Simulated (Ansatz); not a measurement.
Start from this file.

```
CELL_PARAMETERS angstrom
4.00694 0.00000 0.00000
0.00000 2.72674 0.00000
-0.33222 0.00000 4.09295
ATOMIC_POSITIONS crystal
Al 0.95031 0.50000 0.50164
Al 0.51317 0.50000 0.00273
Cu 0.03652 0.00000 0.99563
```

Q: Give a crystallographic description of this input.

A: The structure is one of Al2Cu. Space group Pm (No. 6), lattice primitive monoclinic. With Z = 1, the cell contains 2 Al, 1 Cu. The numbers of neighbours within bonding distance are Al 8 and Cu 8. Not all metal-metal contacts are counted.

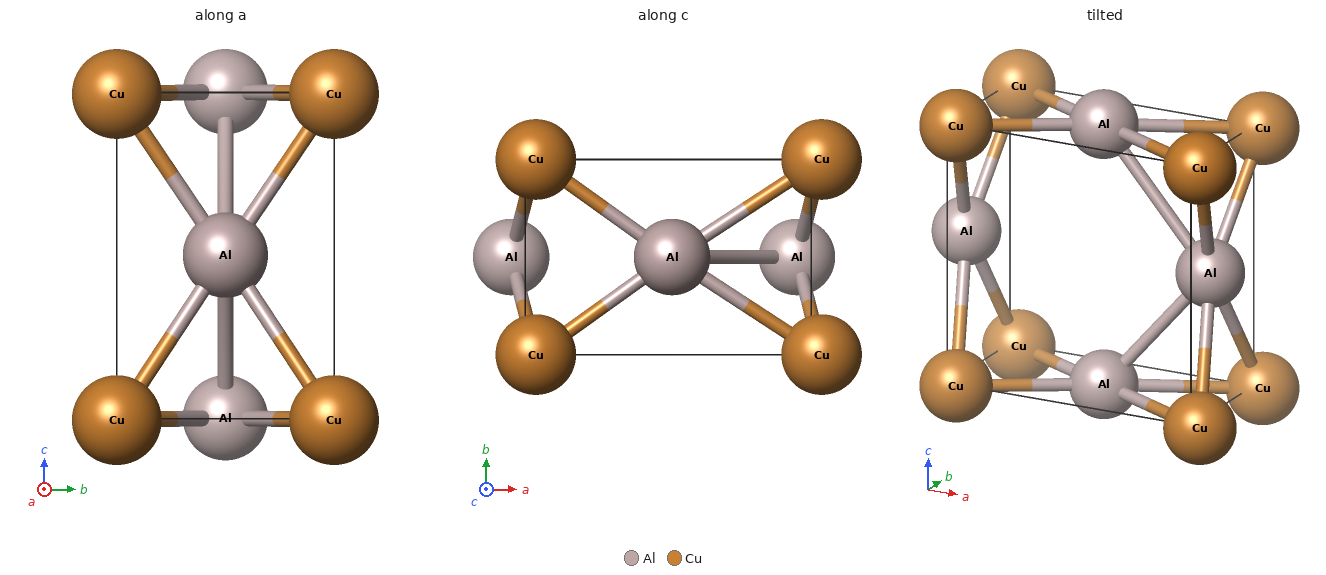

A ball-and-stick rendering, viewed along the a axis, along the c axis and slightly off an axis. The frame is the conventional unit cell; atoms at its boundary are shown with their periodic copies.

Starting structure: a structure listed in the Materials Project. The cell was then strained or its atoms displaced on purpose. It was run through Ansatz as a DFT input.

At this level of theory the cell isn't at rest (compressed, at 8 GPa and forces up to 0.9 eV/Å), so its distances can differ from those at equilibrium, the more so the softer the solid.
